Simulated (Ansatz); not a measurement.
Read the following structure.

Space group F-43m (No. 216). a = 4.548 Å, b = 4.548 Å, c = 4.548 Å, α = 90.00°, β = 90.00°, γ = 90.00°
```
atom  site  symmetry       x       y       z
  Ga    4a      -43m  0.0000  0.0000  0.0000
   N    4d      -43m  0.2500  0.2500  0.7500
```

What would you see if this were drawn?

Answer. The formula is GaN. The structure has F-43m (No. 216) symmetry and a face-centred cubic lattice. The prototype is zinc blende (sphalerite type). The cell has 8 atoms, namely 4 Ga, 4 N. The Ga atoms are each bonded to four N in a tetrahedral arrangement at 1.97 Å. The neighbours of N are four Ga in a tetrahedral arrangement at 1.97 Å. The bonds build a three-dimensional framework.

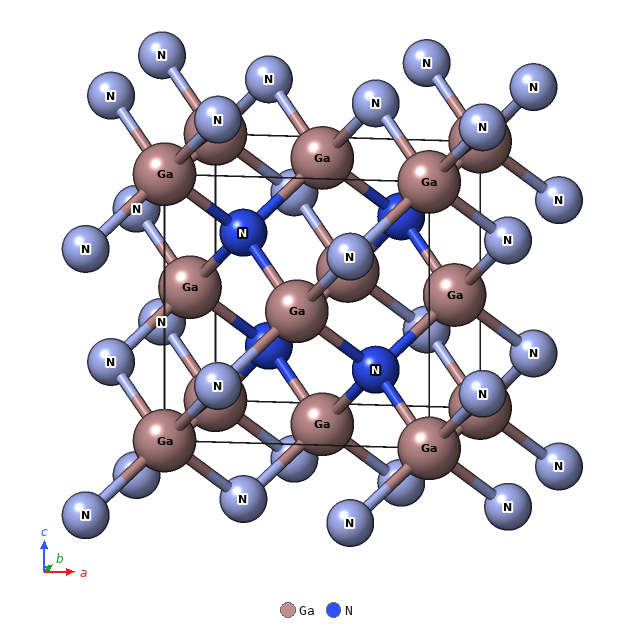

Ball-and-stick drawing of the structure, looking slightly off an axis. The wireframe shows the conventional unit cell. Neighbours across the faces are drawn wherever a bond reaches them, in fainter colours.

The model was built from a structure listed in the Materials Project. Earlier steps of the study may have refined or changed the cell and positions. A calculation with Ansatz used it as input.
